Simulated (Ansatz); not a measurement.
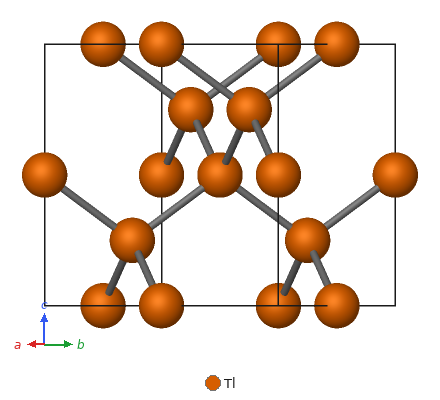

The structure, seen along [210]; the drawing may span several cells.

Structure (in its standard cell), the geometry relaxed with Ansatz 0.2.0, DFT, PBEsol, plane waves (420 eV) with PAW, scalar-relativistic; the starting structure was generated, so it need not be a known form of this composition:

```yaml
crystal:
  lattice:
    - [6.88152, 0.00000, 0.00000]
    - [0.00000, 6.88152, 0.00000]
    - [0.00000, 0.00000, 6.88152]
  atoms:
    - { symbol: Tl, position: [0.75000, 0.75000, 0.75000] }
    - { symbol: Tl, position: [0.00000, 0.50000, 0.00000] }
    - { symbol: Tl, position: [0.75000, 0.25000, 0.25000] }
    - { symbol: Tl, position: [0.00000, 0.00000, 0.50000] }
    - { symbol: Tl, position: [0.25000, 0.75000, 0.25000] }
    - { symbol: Tl, position: [0.50000, 0.50000, 0.50000] }
    - { symbol: Tl, position: [0.25000, 0.25000, 0.75000] }
    - { symbol: Tl, position: [0.50000, 0.00000, 0.00000] }
```

What does the kinematic electron diffraction pattern along [210] look like at 80 kV (B = 0.5 Å²)?

The spots form a centred rectangular net whose two shortest vectors correspond to d = 1.72 Å and 1.40 Å, 65.9° apart. They are 0 0 4 and 2 -4 2. The pattern has symmetry 2mm. The lattice centring (F) removes all reflections that break h + k = 2n, h + l = 2n; a glide plane extinguishes reflections such as 2 -4 0; a screw axis and a glide plane both extinguish reflections such as 0 0 2, 0 0 6; reflections such as 2 -4 -4, 2 -4 4, 2 -4 -8 are allowed by the space group but vanish because the atoms sit on special positions.

Strongest reflections with d > 0.80 Å, one of each family (|F|² from tabulated Gaussian fits of the electron scattering factors, times a small damping for the curvature of the Ewald sphere):

| hkl | d (Å) | I (strongest = 100) |
| --- | --- | --- |
| 0 0 4 | 1.720 | 100 |
| 2 -4 2 | 1.405 | 65 |
| 2 -4 6 | 0.920 | 21 |
| 0 0 8 | 0.860 | 17 |

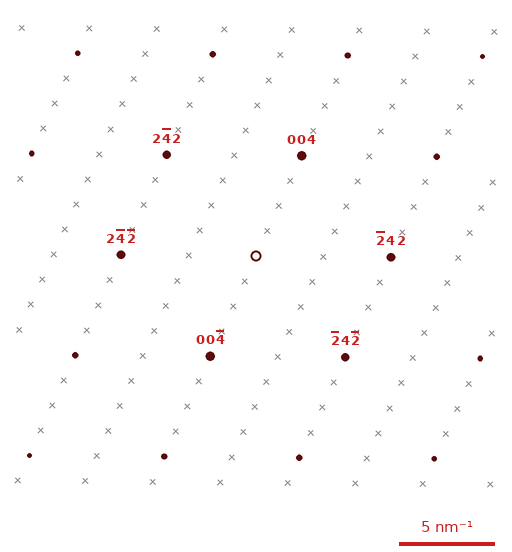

Calculated pattern, seen from the source side with [210] pointing towards the source; crosses mark the places of extinct reflections.
